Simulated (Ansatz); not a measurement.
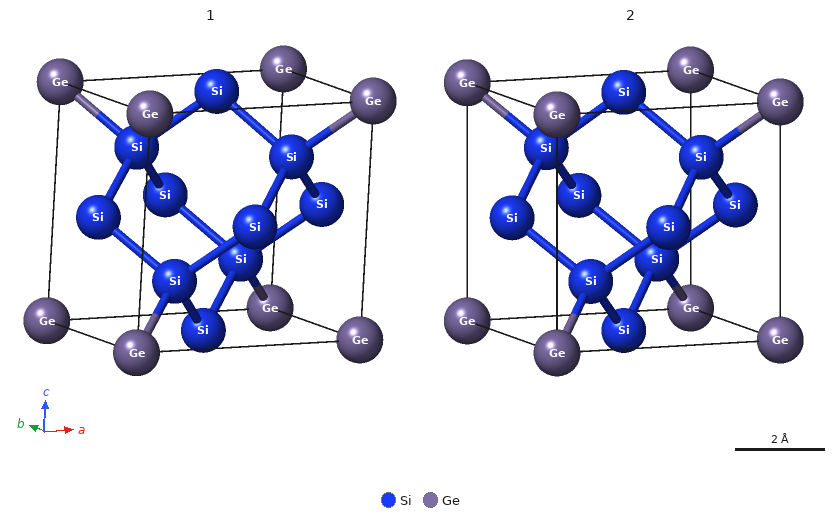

Two geometries of crystalline Si7Ge (set up in P-43m): one is the relaxed structure, the other was perturbed away from it. Style: ball-and-stick. Shown: the cell of the calculation, slightly off an axis.

All numbers below come from Ansatz, DFT PBEsol, scalar-relativistic, plane waves, PAW. Settings: plane-wave cutoff 420 eV; k-point mesh 8 × 8 × 8; occupations gaussian; smearing width 0.01 eV; no spin polarisation.

**Which one is perturbed?**

Structure 1 is the perturbed one. Shear of c along a, +6.0 %, is applied. The cell is then held and the atoms relaxed. The energy rises by 16.4 meV per atom. Pressure: 0.0 GPa before, 0.0 GPa after. The principal stresses (compression positive) are 4.3 GPa along [1 0 −1], −0.2 GPa along b, −4.2 GPa along [1 0 1]. The drawn cell changes at constant volume: a = b unchanged at 5.459 Å, c 5.459 → 5.469 Å (+0.2 %), β 90.0° → 86.6°. The largest move relative to the cell is that of the Ge atom, 0.029 Å along +b. By element the largest moves are Ge 0.029 Å, Si 0.023 Å. Near-neighbour distances before and after: Si–Si 2.356 → 2.336 to 2.379 Å, Ge–Si 2.388 → 2.371 to 2.411 Å. The space group (tolerance 0.01 Å) goes from P-43m (No. 215) to Cmm2 (No. 35).
